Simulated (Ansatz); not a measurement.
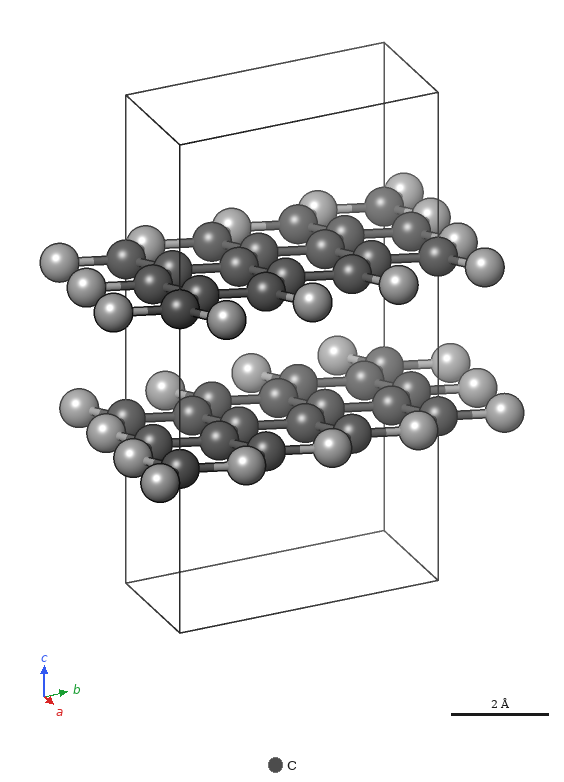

**Figure 1.** The starting structure (ball-and-stick view of the 2 × 3 repeat of the cell, with the vacuum cut short, seen slightly off an axis; neighbours outside the cell are drawn fainter). Near neighbours in the crystal (not all of them lie inside the picture): C has 3 C at 1.42 Å.

**Geometry relaxation, with input and output: C (part 1 of 2)**

System: C (P-3m1, 4 atoms in the cell).
Method: DFT PBE+D3(BJ), scalar-relativistic, plane waves, PAW, no spin polarisation (Ansatz 0.2.0).

The structure derives from a Materials Project entry.

**The input**
```yaml
crystal:
  lattice:
    - [2.456227506, 0.0, 0.0]
    - [-1.228113753, 2.1271554177, 0.0]
    - [0.0, 0.0, 24.1339601687]
  atoms:
    - { symbol: C, position: [0.0, 0.0, 0.57046877] }
    - { symbol: C, position: [0.0, 0.0, 0.42953123] }
    - { symbol: C, position: [0.33333333, 0.66666667, 0.42952456] }
    - { symbol: C, position: [0.66666667, 0.33333333, 0.57047544] }
basis:
  ecutwfc: 420
kpoints:
  mp_grid: { grid: [18, 18, 2] }
hamiltonian:
  xc: pbe
  dispersion: d3bj
scf:
  occupations: { method: gaussian, width: 0.1 }
output:
  forces: true
  stress: true
  eigenvalues: true
  write_density: true
  write_potential: true
  elf: true
  volumetric_format: npy
relax:
  adjacent_minimum: "off"
  f_tol: 0.005
  max_steps: 80
  cell: { stress_tol: 0.05 }
```

Hardware: 4 threads of INTEL XEON PLATINUM @ 2.10GHz (Emerald Rapids), 24 GiB of memory available, shared host.

Command:
```bash
ansatz run input.yaml --threads 4 --pin off --max-ram 8192MiB --backend cpu --events-out ev --progress --plain --runs-dir out
```

**Output**
```
Engine: ansatz 0.2.0, x86_64-unknown-linux-gnu
Pseudopotentials: kind: paw
Pseudopotential: C, paw, valence charge 4, recommended cutoff 420 eV (normal), C.paw.azcp
Functional definition: PBE
  parameter kappa = 0.804
  parameter beta = 0.06672455060314922
  exchange = pbe_x(kappa = kappa, mu = beta*pi^2/3)
  correlation = pbe_c(beta = beta)
Crystal: 4 atoms, lattice volume = 126.095 Å³
Basis set: ecut = 420 eV, 2379 PW (Γ), exchange–correlation on 36×36×324 points (8 copies of the dense FFT grid, shifted against one another)
Bands: 12, of which v1, the nominal top of the filled ones, is band 8 counted from 1 (7 counted from 0)
Symmetry: 12 space group operations
Space group: P-3m1 (ITA 164), of the structure as read, at distance tolerance 5.0e-5 Å
k-points: 74 of 648
Non-local potential: C, projectors of the file, l = 0: 2, l = 1: 2, l = 2: 1
PAW form: soft (Blöchl's): semilocal exchange-correlation on the pseudo side does not see the compensation charge
PAW one-centre angular grid: C, 110 points (default); XC on 64 Gauss nodes
Initial density: superposition of atomic densities (neutral atoms: chi_scale 0, normalization atom), corrected by the library's trained network
Initial wavefunctions: pseudopotential atomic-orbital guess
Functional: x = pbe(κ = 0.804, μ = 0.2195149727645171), c = pbe(β = 0.06672455060314922)
SCF iter   1: F=—  HF=-1004.216714 eV  |F-HF|=—  |Δ(HF+E_count)|=         —  Δρ=1.73e-3  dr2=4.92e-3  ethr=1.77e-3  ⟨swp⟩=6.4  Hψ=5945  notcnv=0  defer=2
preconditioner: auto → LDOS  [metal: Δε(μ)=0.000 eV  Ē_g=14.961 eV  σ=0.100 eV  W_gap=0.00  n_scr=14 (ndim 8)  ℏωp=13.2 eV  f_vac=0.700  D(μ)=0.14/eV (n_scr^D=2)  β→1.0]
SCF iter   2: F=—  HF=-1004.218509 eV  |F-HF|=—  |Δ(HF+E_count)|=   1.80e-3  Δρ=8.40e-4  dr2=3.55e-3  ethr=3.07e-5  ⟨swp⟩=2.7  Hψ=2343  notcnv=0
SCF iter   3: F=—  HF=-1004.217557 eV  |F-HF|=—  |Δ(HF+E_count)|=   9.53e-4  Δρ=3.17e-4  dr2=4.61e-4  ethr=2.22e-5  ⟨swp⟩=2.6  Hψ=1662  notcnv=0
SCF iter   4: F=—  HF=-1004.217483 eV  |F-HF|=—  |Δ(HF+E_count)|=   7.36e-5  Δρ=7.99e-5  dr2=1.31e-5  ethr=2.88e-6  ⟨swp⟩=2.1  Hψ=1332  notcnv=0
SCF iter   5: F=—  HF=-1004.217451 eV  |F-HF|=—  |Δ(HF+E_count)|=   3.19e-5  Δρ=6.45e-6  dr2=7.48e-8  ethr=8.18e-8  ⟨swp⟩=2.2  Hψ=1510  notcnv=0
iter 6 did not close the SCF: its close was put off until two iterations running show no level that it waits for move by more than its bar (scf_convergence_deferred on its scf_iter line)
SCF iter   6: F=-1004.217451 eV  HF=-1004.217451 eV  |F-HF|=6.13e-9  |Δ(HF+E_count)|=   1.86e-7  Δρ=1.69e-6  dr2=2.03e-9  ethr=4.68e-10  ⟨swp⟩=12.1  Hψ=7903  notcnv=0
iter 7 did not close the SCF: its close was put off until two iterations running show no level that it waits for move by more than its bar (scf_convergence_deferred on its scf_iter line)
SCF iter   7: F=-1004.217451 eV  HF=-1004.217451 eV  |F-HF|=1.12e-9  |Δ(HF+E_count)|=   6.93e-9  Δρ=1.25e-6  dr2=1.73e-9  ethr=1.27e-11  ⟨swp⟩=7.1  Hψ=6107  notcnv=0
SCF iter   8: F=-1004.217451 eV  HF=-1004.217451 eV  |F-HF|=7.05e-12  |Δ(HF+E_count)|=  3.19e-10  Δρ=1.89e-7  dr2=3.98e-11  ethr=1.08e-11  ⟨swp⟩=5.8  Hψ=5257  notcnv=0
SCF 1 converged in 8 iterations: F = -1004.217451 eV  dr2 = 3.98e-11
  greatest PAW one-centre occupation: 0.675 electrons in one spin orbital (limit 2), on the C atom at site 1 (counted from 0), in its partial waves of l = 0
relax step   1: F+E_penalty+E_count = -1004.21745128 eV  Δ(F+E_penalty+E_count) = +0.000e0 eV  max|allowed force component| = 5.593e-3 eV/Å  Δτ_max = 0.0000 Å  P = +0.903 GPa  Ω = 126.095 Å³  (8 SCF iters, accepted)
Crystal: 4 atoms, lattice volume = 126.632 Å³
Initial density: handed on by an earlier stage of this run
Initial wavefunctions: those handed on with the density
iter 1 solved again at ethr=1.12e-5 eV; its pass at ethr=3.10e-3 eV (dr2=1.79e-3 eV) is discarded
SCF iter   1: F=—  HF=-1004.221247 eV  |F-HF|=—  |Δ(HF+E_count)|=         —  Δρ=1.27e-3  dr2=1.87e-3  ethr=1.12e-5  ⟨swp⟩=2.6  Hψ=6432  notcnv=0
preconditioner: auto → LDOS  [metal: Δε(μ)=0.000 eV  Ē_g=14.835 eV  σ=0.100 eV  W_gap=0.00  n_scr=14 (ndim 8)  ℏωp=13.2 eV  f_vac=0.701  D(μ)=0.14/eV (n_scr^D=2)  β→1.0]
SCF iter   2: F=—  HF=-1004.221120 eV  |F-HF|=—  |Δ(HF+E_count)|=   1.27e-4  Δρ=6.94e-4  dr2=1.82e-3  ethr=1.12e-5  ⟨swp⟩=2.0  Hψ=1569  notcnv=0
SCF iter   3: F=—  HF=-1004.220603 eV  |F-HF|=—  |Δ(HF+E_count)|=   5.17e-4  Δρ=1.56e-4  dr2=1.11e-4  ethr=1.12e-5  ⟨swp⟩=2.1  Hψ=1331  notcnv=0
SCF iter   4: F=—  HF=-1004.220530 eV  |F-HF|=—  |Δ(HF+E_count)|=   7.31e-5  Δρ=3.26e-5  dr2=1.21e-6  ethr=6.94e-7  ⟨swp⟩=2.2  Hψ=1226  notcnv=0
iter 5 did not close the SCF: its close was put off until two iterations running show no level that it waits for move by more than its bar (scf_convergence_deferred on its scf_iter line)
SCF iter   5: F=-1004.220530 eV  HF=-1004.220530 eV  |F-HF|=3.94e-9  |Δ(HF+E_count)|=   3.39e-7  Δρ=6.99e-6  dr2=4.76e-8  ethr=2.50e-9  ⟨swp⟩=14.1  Hψ=8246  notcnv=0
iter 6 did not close the SCF: its close was put off until two iterations running show no level that it waits for move by more than its bar (scf_convergence_deferred on its scf_iter line)
SCF iter   6: F=-1004.220530 eV  HF=-1004.220530 eV  |F-HF|=5.77e-9  |Δ(HF+E_count)|=   2.43e-8  Δρ=3.73e-6  dr2=1.47e-8  ethr=2.97e-10  ⟨swp⟩=7.9  Hψ=6628  notcnv=0
SCF iter   7: F=-1004.220530 eV  HF=-1004.220530 eV  |F-HF|=1.61e-9  |Δ(HF+E_count)|=   1.53e-9  Δρ=1.63e-6  dr2=2.84e-9  ethr=9.17e-11  ⟨swp⟩=6.3  Hψ=5371  notcnv=0
SCF 2 converged in 7 iterations: F = -1004.220530 eV  dr2 = 2.84e-9
  greatest PAW one-centre occupation: 0.673 electrons in one spin orbital (limit 2), on the C atom at site 1 (counted from 0), in its partial waves of l = 0
relax step   2: F+E_penalty+E_count = -1004.22052999 eV  Δ(F+E_penalty+E_count) = -3.079e-3 eV  max|allowed force component| = 2.323e-3 eV/Å  Δτ_max = 0.0048 Å  P = +0.274 GPa  Ω = 126.632 Å³  energy of the carried Pulay correction = -5.150e-4 eV  (7 SCF iters, dr2 threshold 4.00e-7 eV, accepted)
Crystal: 4 atoms, lattice volume = 126.875 Å³
Basis set: ecut = 420 eV, 2403 PW (Γ), exchange–correlation on 36×36×324 points (8 copies of the dense FFT grid, shifted against one another)
iter 1 solved again at ethr=1.31e-4 eV; its pass at ethr=3.10e-3 eV (dr2=2.09e-2 eV) is discarded
SCF iter   1: F=—  HF=-1004.226889 eV  |F-HF|=—  |Δ(HF+E_count)|=         —  Δρ=4.49e-3  dr2=2.14e-2  ethr=1.31e-4  ⟨swp⟩=1.0  Hψ=6472  notcnv=0
preconditioner: auto → LDOS  [metal: Δε(μ)=0.000 eV  Ē_g=14.816 eV  σ=0.100 eV  W_gap=0.00  n_scr=14 (ndim 8)  ℏωp=13.2 eV  f_vac=0.699  D(μ)=0.14/eV (n_scr^D=2)  β→1.0]
SCF iter   2: F=—  HF=-1004.231495 eV  |F-HF|=—  |Δ(HF+E_count)|=   4.61e-3  Δρ=2.77e-3  dr2=3.81e-2  ethr=1.31e-4  ⟨swp⟩=3.1  Hψ=2203  notcnv=0
SCF iter   3: F=—  HF=-1004.220572 eV  |F-HF|=—  |Δ(HF+E_count)|=   1.09e-2  Δρ=3.18e-4  dr2=3.36e-5  ethr=1.31e-4  ⟨swp⟩=2.1  Hψ=1602  notcnv=0
SCF iter   4: F=—  HF=-1004.220558 eV  |F-HF|=—  |Δ(HF+E_count)|=   1.42e-5  Δρ=6.24e-5  dr2=1.36e-6  ethr=2.10e-7  ⟨swp⟩=2.2  Hψ=1570  notcnv=0
iter 5 did not close the SCF: its close was put off until two iterations running show no level that it waits for move by more than its bar (scf_convergence_deferred on its scf_iter line)
SCF iter   5: F=-1004.220560 eV  HF=-1004.220561 eV  |F-HF|=2.47e-7  |Δ(HF+E_count)|=   2.40e-6  Δρ=1.83e-5  dr2=3.76e-7  ethr=2.50e-9  ⟨swp⟩=14.7  Hψ=8395  notcnv=0
iter 6 did not close the SCF: its close was put off until two iterations running show no level that it waits for move by more than its bar (scf_convergence_deferred on its scf_iter line)
SCF iter   6: F=-1004.220560 eV  HF=-1004.220561 eV  |F-HF|=1.87e-8  |Δ(HF+E_count)|=   7.14e-8  Δρ=6.49e-6  dr2=4.42e-8  ethr=2.35e-9  ⟨swp⟩=8.4  Hψ=6901  notcnv=0
SCF iter   7: F=-1004.220561 eV  HF=-1004.220561 eV  |F-HF|=8.39e-10  |Δ(HF+E_count)|=   1.25e-9  Δρ=9.62e-7  dr2=7.76e-10  ethr=2.76e-10  ⟨swp⟩=6.8  Hψ=6215  notcnv=0
SCF 3 converged in 7 iterations: F = -1004.220561 eV  dr2 = 7.76e-10
  greatest PAW one-centre occupation: 0.672 electrons in one spin orbital (limit 2), on the C atom at site 1 (counted from 0), in its partial waves of l = 0
relax step   3: F+E_penalty+E_count = -1004.22056052 eV  Δ(F+E_penalty+E_count) = -3.052e-5 eV  max|allowed force component| = 4.715e-3 eV/Å  Δτ_max = 0.0225 Å  P = -0.038 GPa  Ω = 126.875 Å³  energy of the carried Pulay correction = -7.479e-4 eV  (7 SCF iters, dr2 threshold 4.00e-7 eV, accepted)
Crystal: 4 atoms, lattice volume = 126.766 Å³
iter 1 solved again at ethr=9.27e-5 eV; its pass at ethr=3.10e-3 eV (dr2=1.48e-2 eV) is discarded
SCF iter   1: F=—  HF=-1004.225411 eV  |F-HF|=—  |Δ(HF+E_count)|=         —  Δρ=3.83e-3  dr2=1.55e-2  ethr=9.27e-5  ⟨swp⟩=1.6  Hψ=6306  notcnv=0
preconditioner: auto → LDOS  [metal: Δε(μ)=0.000 eV  Ē_g=14.850 eV  σ=0.100 eV  W_gap=0.00  n_scr=14 (ndim 8)  ℏωp=13.2 eV  f_vac=0.701  D(μ)=0.14/eV (n_scr^D=2)  β→1.0]
SCF iter   2: F=—  HF=-1004.228956 eV  |F-HF|=—  |Δ(HF+E_count)|=   3.55e-3  Δρ=2.38e-3  dr2=2.85e-2  ethr=9.27e-5  ⟨swp⟩=3.2  Hψ=2188  notcnv=0
SCF iter   3: F=—  HF=-1004.220811 eV  |F-HF|=—  |Δ(HF+E_count)|=   8.14e-3  Δρ=2.71e-4  dr2=3.93e-5  ethr=9.27e-5  ⟨swp⟩=2.1  Hψ=1564  notcnv=0
SCF iter   4: F=—  HF=-1004.220792 eV  |F-HF|=—  |Δ(HF+E_count)|=   1.89e-5  Δρ=5.33e-5  dr2=1.13e-6  ethr=2.45e-7  ⟨swp⟩=2.2  Hψ=1583  notcnv=0
SCF iter   5: F=—  HF=-1004.220794 eV  |F-HF|=—  |Δ(HF+E_count)|=   1.95e-6  Δρ=1.48e-5  dr2=2.60e-7  ethr=7.04e-9  ⟨swp⟩=2.1  Hψ=1426  notcnv=0
SCF iter   6: F=—  HF=-1004.220794 eV  |F-HF|=—  |Δ(HF+E_count)|=   1.83e-8  Δρ=5.30e-6  dr2=3.36e-8  ethr=1.63e-9  ⟨swp⟩=2.0  Hψ=1417  notcnv=0
iter 7 did not close the SCF: its close was put off until two iterations running show no level that it waits for move by more than its bar (scf_convergence_deferred on its scf_iter line)
SCF iter   7: F=-1004.220794 eV  HF=-1004.220794 eV  |F-HF|=3.98e-10  |Δ(HF+E_count)|=   5.62e-9  Δρ=7.70e-7  dr2=6.04e-10  ethr=6.27e-11  ⟨swp⟩=11.6  Hψ=6912  notcnv=0
iter 8 did not close the SCF: its close was put off until two iterations running show no level that it waits for move by more than its bar (scf_convergence_deferred on its scf_iter line)
SCF iter   8: F=-1004.220794 eV  HF=-1004.220794 eV  |F-HF|=5.57e-12  |Δ(HF+E_count)|=  6.22e-10  Δρ=9.49e-8  dr2=9.12e-12  ethr=3.77e-12  ⟨swp⟩=5.3  Hψ=5180  notcnv=0
SCF iter   9: F=-1004.220794 eV  HF=-1004.220794 eV  |F-HF|=2.73e-12  |Δ(HF+E_count)|=  2.72e-11  Δρ=4.87e-9  dr2=1.06e-14  ethr=1.00e-12  ⟨swp⟩=5.3  Hψ=4402  notcnv=0
SCF 4 converged in 9 iterations: F = -1004.220794 eV  dr2 = 1.06e-14
relax step   4: F+E_penalty+E_count = -1004.22079395 eV  Δ(F+E_penalty+E_count) = -2.334e-4 eV  max|allowed force component| = 2.651e-3 eV/Å  Δτ_max = 0.0194 Å  P = -0.056 GPa  Ω = 126.766 Å³  energy of the carried Pulay correction = -6.438e-4 eV  (9 SCF iters, accepted)
Crystal: 4 atoms, lattice volume = 126.693 Å³
iter 1 solved again at ethr=7.21e-6 eV; its pass at ethr=3.10e-3 eV (dr2=1.15e-3 eV) is discarded
SCF iter   1: F=—  HF=-1004.221313 eV  |F-HF|=—  |Δ(HF+E_count)|=         —  Δρ=1.07e-3  dr2=1.21e-3  ethr=7.21e-6  ⟨swp⟩=1.9  Hψ=6127  notcnv=0
preconditioner: auto → LDOS  [metal: Δε(μ)=0.000 eV  Ē_g=14.843 eV  σ=0.100 eV  W_gap=0.00  n_scr=14 (ndim 8)  ℏωp=13.2 eV  f_vac=0.700  D(μ)=0.14/eV (n_scr^D=2)  β→1.0]
SCF iter   2: F=—  HF=-1004.221547 eV  |F-HF|=—  |Δ(HF+E_count)|=   2.34e-4  Δρ=6.58e-4  dr2=2.11e-3  ethr=7.21e-6  ⟨swp⟩=2.8  Hψ=1868  notcnv=0
SCF iter   3: F=—  HF=-1004.220952 eV  |F-HF|=—  |Δ(HF+E_count)|=   5.95e-4  Δρ=7.89e-5  dr2=2.09e-6  ethr=7.21e-6  ⟨swp⟩=2.1  Hψ=1325  notcnv=0
SCF iter   4: F=—  HF=-1004.220898 eV  |F-HF|=—  |Δ(HF+E_count)|=   5.38e-5  Δρ=1.64e-5  dr2=8.68e-8  ethr=1.31e-8  ⟨swp⟩=2.2  Hψ=1541  notcnv=0
SCF iter   5: F=—  HF=-1004.220899 eV  |F-HF|=—  |Δ(HF+E_count)|=   2.55e-7  Δρ=4.74e-6  dr2=2.39e-8  ethr=9.96e-11  ⟨swp⟩=12.4  Hψ=7423  notcnv=0
iter 6 did not close the SCF: its close was put off until two iterations running show no level that it waits for move by more than its bar (scf_convergence_deferred on its scf_iter line)
SCF iter   6: F=-1004.220899 eV  HF=-1004.220899 eV  |F-HF|=1.62e-10  |Δ(HF+E_count)|=   4.16e-9  Δρ=1.93e-6  dr2=3.96e-9  ethr=9.96e-11  ⟨swp⟩=9.1  Hψ=5903  notcnv=0
SCF iter   7: F=-1004.220899 eV  HF=-1004.220899 eV  |F-HF|=1.09e-11  |Δ(HF+E_count)|=   1.64e-9  Δρ=4.50e-7  dr2=2.10e-10  ethr=2.48e-11  ⟨swp⟩=5.6  Hψ=5344  notcnv=0
SCF 5 converged in 7 iterations: F = -1004.220899 eV  dr2 = 2.10e-10
relax step   5: F+E_penalty+E_count = -1004.22089859 eV  Δ(F+E_penalty+E_count) = -1.046e-4 eV  max|allowed force component| = 2.070e-4 eV/Å  Δτ_max = 0.0054 Å  P = -0.007 GPa  Ω = 126.693 Å³  energy of the carried Pulay correction = -5.739e-4 eV  (7 SCF iters, dr2 threshold 1.59e-8 eV, accepted)
Crystal: 4 atoms, lattice volume = 126.622 Å³
iter 1 solved again at ethr=6.12e-7 eV; its pass at ethr=3.10e-3 eV (dr2=9.79e-5 eV) is discarded
SCF iter   1: F=—  HF=-1004.221064 eV  |F-HF|=—  |Δ(HF+E_count)|=         —  Δρ=3.08e-4  dr2=1.01e-4  ethr=6.12e-7  ⟨swp⟩=2.6  Hψ=6324  notcnv=0
SCF iter   2: F=—  HF=-1004.221079 eV  |F-HF|=—  |Δ(HF+E_count)|=   1.47e-5  Δρ=1.89e-4  dr2=1.69e-4  ethr=6.12e-7  ⟨swp⟩=2.8  Hψ=1754  notcnv=0
SCF iter   3: F=—  HF=-1004.221033 eV  |F-HF|=—  |Δ(HF+E_count)|=   4.61e-5  Δρ=3.25e-5  dr2=1.91e-6  ethr=6.12e-7  ⟨swp⟩=2.2  Hψ=1284  notcnv=0
SCF iter   4: F=—  HF=-1004.220975 eV  |F-HF|=—  |Δ(HF+E_count)|=   5.73e-5  Δρ=5.67e-6  dr2=1.25e-8  ethr=1.19e-8  ⟨swp⟩=2.1  Hψ=1271  notcnv=0
SCF iter   5: F=—  HF=-1004.220975 eV  |F-HF|=—  |Δ(HF+E_count)|=   5.41e-8  Δρ=1.26e-6  dr2=1.61e-9  ethr=7.81e-11  ⟨swp⟩=2.1  Hψ=1480  notcnv=0
SCF iter   6: F=—  HF=-1004.220975 eV  |F-HF|=—  |Δ(HF+E_count)|=   1.72e-9  Δρ=7.47e-7  dr2=5.98e-10  ethr=1.00e-11  ⟨swp⟩=2.0  Hψ=1474  notcnv=0
SCF iter   7: F=—  HF=-1004.220975 eV  |F-HF|=—  |Δ(HF+E_count)|=  4.70e-11  Δρ=2.97e-7  dr2=9.41e-11  ethr=3.74e-12  ⟨swp⟩=2.2  Hψ=1327  notcnv=0
SCF iter   8: F=-1004.220975 eV  HF=-1004.220975 eV  |F-HF|=5.46e-12  |Δ(HF+E_count)|=  1.69e-11  Δρ=4.94e-8  dr2=2.57e-12  ethr=1.00e-12  ⟨swp⟩=7.0  Hψ=4932  notcnv=0
SCF 6 converged in 8 iterations: F = -1004.220975 eV  dr2 = 2.57e-12
relax step   6: F+E_penalty+E_count = -1004.22097546 eV  Δ(F+E_penalty+E_count) = -7.686e-5 eV  max|allowed force component| = 1.889e-4 eV/Å  Δτ_max = 0.0015 Å  P = -0.004 GPa  Ω = 126.622 Å³  energy of the carried Pulay correction = -5.059e-4 eV  (8 SCF iters, accepted)
Crystal: 4 atoms, lattice volume = 125.910 Å³
Basis set: ecut = 420 eV, 2365 PW (Γ), exchange–correlation on 36×36×324 points (8 copies of the dense FFT grid, shifted against one another)
iter 1 solved again at ethr=3.41e-5 eV; its pass at ethr=3.10e-3 eV (dr2=5.46e-3 eV) is discarded
```
